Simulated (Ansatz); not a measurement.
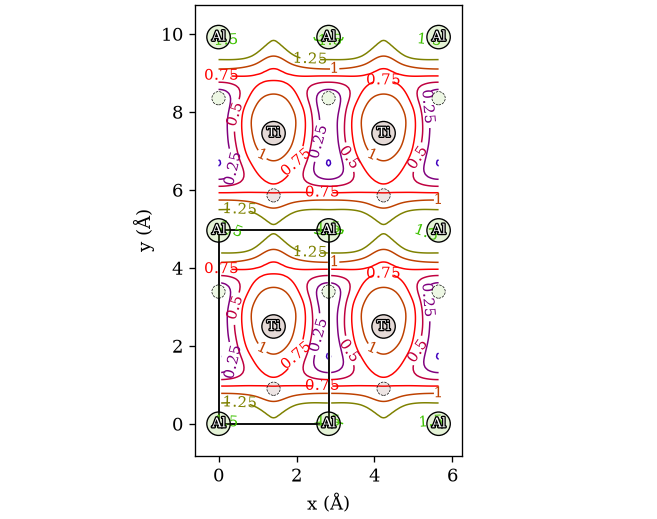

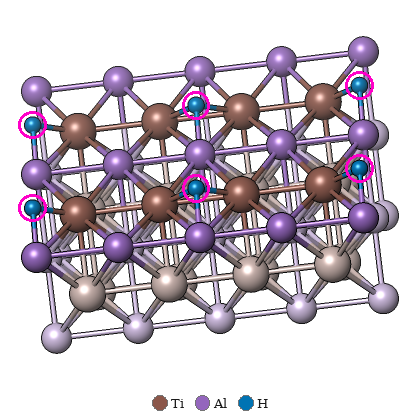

Energy landscape of H on a TiAl(101) slab cut from the P4/mmm phase, its upper half relaxed before the scan (12 atoms of substrate and one adsorbate in a 2 × 1 cell). 
- H is moved over the surface cell; relaxed at each place: the height of the adsorbate's atoms; substrate rigid; the origin of the map has the adsorbate above Al11.
- Places are given modulo a cell vector. The map is drawn in real space over the plane of the surface.
- The grid has 6 × 6 points; 24 points were computed and 12 follow by symmetry.
- Places are given in fractions of the 1 × 1 surface cell.
- All energies are given in eV relative to the lowest grid point.
- Computed with DFT PBE, scalar-relativistic, plane waves, PAW in Ansatz 0.2.0. Settings: cutoff 420 eV, k-mesh 5×6×1, gaussian smearing 0.1 eV, no spin polarisation.

In the figure: contour lines labelled in eV, labelled circles for the atoms of the top layer and small ones for the second layer, the outline of one cell of the 2 × 2 shown. Between grid points the surface is interpolated. The second picture is the structure at the lowest point; rings mark the moved atoms.

> Summarise what can be read from the map.

The lowest grid point is at a threefold hollow (Al–Ti–Ti), (0/6, 2/6) of the cell vectors. A higher local minimum lies near a threefold hollow (Al–Ti–Ti) over a second-layer Al atom, (0/6, 4/6) of the cell vectors (0.047 eV above the lowest at that grid point). The highest grid point, the top site over a surface Al atom, (0/6, 0/6) of the cell vectors, lies 1.51 eV above the lowest. On the interpolated surface the easiest way out of the lowest well to the well at a threefold hollow (Al–Ti–Ti) over a second-layer Al atom, (0/6, 4/6) of the cell vectors passes a barrier of about 0.12 eV, counted from the interpolated bottom of the well. At the lowest point the adsorbate has 1 Al at 1.89 Å as nearest neighbours, at the highest 1 Al at 1.65 Å. Its relaxed height above the top atom is 0.91 Å at the lowest and 1.65 Å at the highest point.

The input of one point:

```yaml
crystal:
  lattice:
    - [5.6437148484, 0.0, 0.0]
    - [0.0, 4.9580382204, 0.0]
    - [0.0, 0.0, 20.1871504474]
  atoms:
    - { symbol: Ti, position: [0.0, 0.32392942, 0.1981458458] }
    - { symbol: Ti, position: [0.5, 0.32392942, 0.1981458458] }
    - { symbol: Al, position: [0.25, 0.82392942, 0.1981458458] }
    - { symbol: Al, position: [0.75, 0.82392942, 0.1981458458] }
    - { symbol: Ti, position: [0.0, 0.6376472306, 0.3123548628] }
    - { symbol: Ti, position: [0.5, 0.6376472306, 0.3123548628] }
    - { symbol: Al, position: [0.25, 0.140167878, 0.3113266804] }
    - { symbol: Al, position: [0.75, 0.140167878, 0.3113266804] }
    - { symbol: Ti, position: [0.0, 0.9594831303, 0.4225709853] }
    - { symbol: Ti, position: [0.5, 0.9594831303, 0.4225709853] }
    - { symbol: Al, position: [0.25, 0.4565330473, 0.4303306933] }
    - { symbol: Al, position: [0.75, 0.4565330473, 0.4303306933] }
    - { symbol: H, position: [0.25, 0.7898663806, 0.4772719013] }
basis:
  ecutwfc: 420
kpoints:
  mp_grid: { grid: [5, 6, 1] }
hamiltonian:
  xc: pbe
  pseudopotentials: { kind: paw, azcp: { folder: soft_1 } }
scf:
  occupations: { method: gaussian, width: 0.1 }
output:
  forces: true
  eigenvalues: true
relax:
  adjacent_minimum: "off"
  f_tol: 0.025
  max_steps: 16
  constraints:
    - { sites: [0, 1, 2, 3, 4, 5, 6, 7, 8, 9, 10, 11] }
    - { sites: [12], fix: xy }
efield:
  axis: 3
  dipole_correction: true
  ramp_width: 0.04
```

Each point was launched as `ansatz run input.yaml --threads 4 --pin off --max-ram 12288MiB --backend cpu --events-out ev --progress --plain --runs-dir out`. Time for the 24 points that were run: 13 min on 4 threads of Intel(R) Xeon(R) Platinum 8488C (Sapphire Rapids) (shared host).
